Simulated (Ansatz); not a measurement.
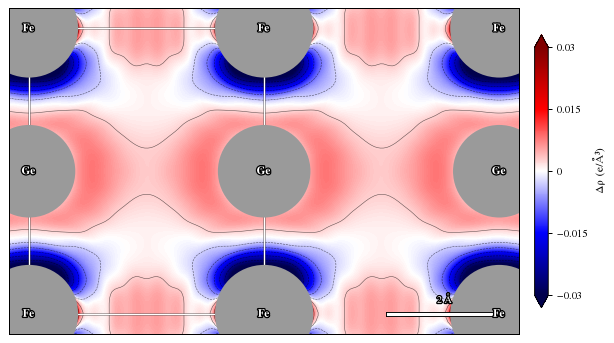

FeGe: difference of two self-consistent densities at the same geometry, ρ(r2SCAN) − ρ(PBE), on the (11̄0) plane of the conventional cell. Grey discs cover the cores, where the PAW densities can't be compared. Cores are masked to 0.9 Å (Fe) and 0.8 Å (Ge).

Space group P6/mmm; spin-polarised. r2SCAN tends to overestimate the moments of metals. The cell comes from a database of computed structures, not from a measurement.

Both runs: Ansatz, scalar-relativistic, plane waves and PAW, same cutoff, k-points and PAW files (made with PBE).

Q: What differs between the two levels of theory?

A: Against PBE, and outside the masked cores, the largest gain lies at the edge of the masked core of Fe, and the largest loss lies at the edge of the masked core of Fe. Bader charges are Fe +0.03 and Ge −0.03 e with PBE and Fe +0.18 and Ge −0.18 e with r2SCAN. Among metals such charges hang on how the charge between the atoms is shared out. At this volume the pressure is −4 GPa with PBE and 0 GPa with r2SCAN. The integrated |spin density| goes from 4.8 to 7.9 μB in the cell of the calculation, and part of the map comes from this change.

Run times: 3.7 min (r2SCAN) and 2.2 min (base cell), on 2 threads of Arm Neoverse N1 (shared host).
